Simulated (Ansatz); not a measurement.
Consider La2O3.

```
La O
1.0
     6.37027    0.00000    0.00000
    -3.18514    5.51682    0.00000
     0.00000    0.00000    3.28989
La O
2 3
Direct
  0.66667 0.33333 0.49810
  0.33333 0.66667 0.50190
  0.50461 0.00000 0.00000
  0.00000 0.50461 0.00000
  0.49539 0.49539 0.00000
```

Space group P321; a structure from a database of computed crystals, not necessarily the ambient phase; computed pressure about −5 GPa in this cell.

All numbers below come from Kohn-Sham DFT of a periodic cell, LDA, Ansatz PAW in Ansatz.

What will maps of the valence pseudo-density and electron localisation function show?

Answer. La–O (2.47 Å): ρ is about 0.42 e/Å³ halfway; the ELF is about 0.25 at the midpoint: a largely ionic contact.

Does the calculation make it a metal, or give it a gap?

Answer. It is gapped, with a Kohn–Sham gap of 1.5 eV on the k-point mesh, an upper bound to the gap of this method.

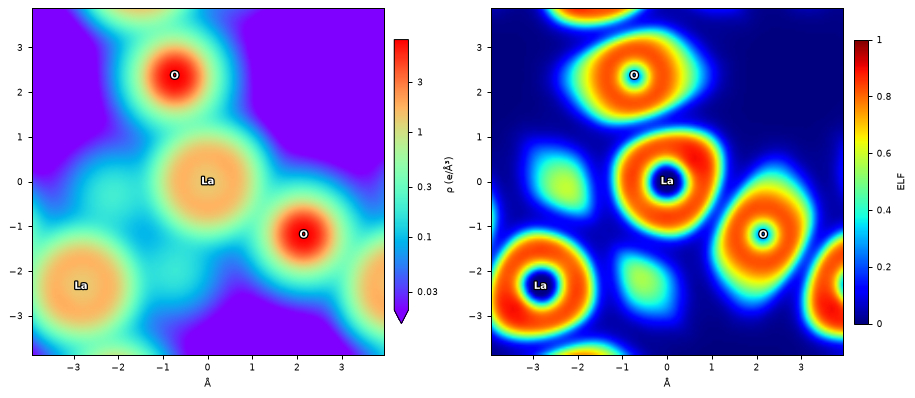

Computed valence pseudo-density and electron localisation function on the (111) plane of the conventional cell, in this order. 

The density is the valence pseudo-density of a PAW calculation; it isn't the true density close to the nuclei.
